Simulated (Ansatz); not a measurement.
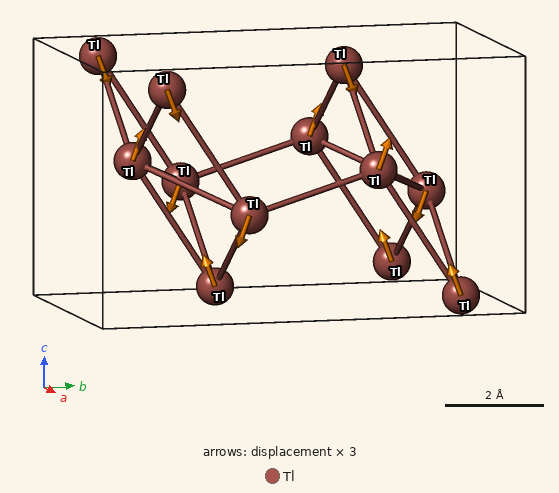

A relaxation of a crystal of Tl (built on the alpha-gallium_64 type) (coarse preliminary run). The starting structure is drawn; orange arrows show the displacements (the part carried along by the change of the cell is left out), magnified 3 times.

Style: ball-and-stick. Shown: the conventional cell (2 times the calculation's cell), slightly off an axis. Lengths and directions refer to the drawn axes.

Case: alpha-gallium type (Cmce, No. 64).

The calculation used DFT PBEsol, scalar-relativistic, plane waves, PAW (Ansatz 0.2.0).

The input:
```yaml
crystal:
  lattice:
    - [2.6514885851, -4.4937814386, 0.0]
    - [2.6514885851, 4.4937814386, 0.0]
    - [0.0, 0.0, 5.3100310338]
  atoms:
    - { symbol: Tl, position: [0.1525, 0.8475, 0.0785] }
    - { symbol: Tl, position: [0.6525, 0.3475, 0.4215] }
    - { symbol: Tl, position: [0.8475, 0.1525, 0.9215] }
    - { symbol: Tl, position: [0.3475, 0.6525, 0.5785] }
basis:
  ecutwfc: 420
kpoints:
  mp_grid: { grid: [4, 4, 4] }
hamiltonian:
  xc: pbesol
scf:
  occupations: { method: gaussian, width: 0.1 }
  lower_state_search: "off"
output:
  forces: true
  stress: true
  eigenvalues: true
relax:
  adjacent_minimum: "off"
  f_tol: 0.04
  max_steps: 70
  cell: { stress_tol: 0.4 }
```

> What did the optimiser do to the structure, and how much energy did it gain?

The largest moves relative to the cell, 0.24 Å, are those of Tl1, Tl2, Tl3 and Tl4. Tl2 goes roughly along [0 −1 −3]. Cell: a 5.303 → 5.589 Å (+5.4 %), b 8.988 → 8.367 Å (−6.9 %), c 5.310 → 5.598 Å (+5.4 %). Volume +3.4 %. Some distances before and after: Tl1–Tl3 2.865 → 3.033 Å, Tl1–Tl3 (another image) 3.286 → 3.424 Å, Tl1–Tl2 3.217 → 3.154 Å, Tl1–Tl4 3.181 → 3.157 Å. The space group stays Cmce (No. 64). The energy falls by 23.8 meV per atom in 6 accepted moves (7 points after the start). Largest force component: 0.47 eV/Å at the start, 0.025 eV/Å at the end. The pressure goes from 0.78 to −0.06 GPa. The SCF was repeated once at an unchanged geometry on a basis and grid sized afresh for the cell, which shifted the energy by 0.3 meV per atom at most.
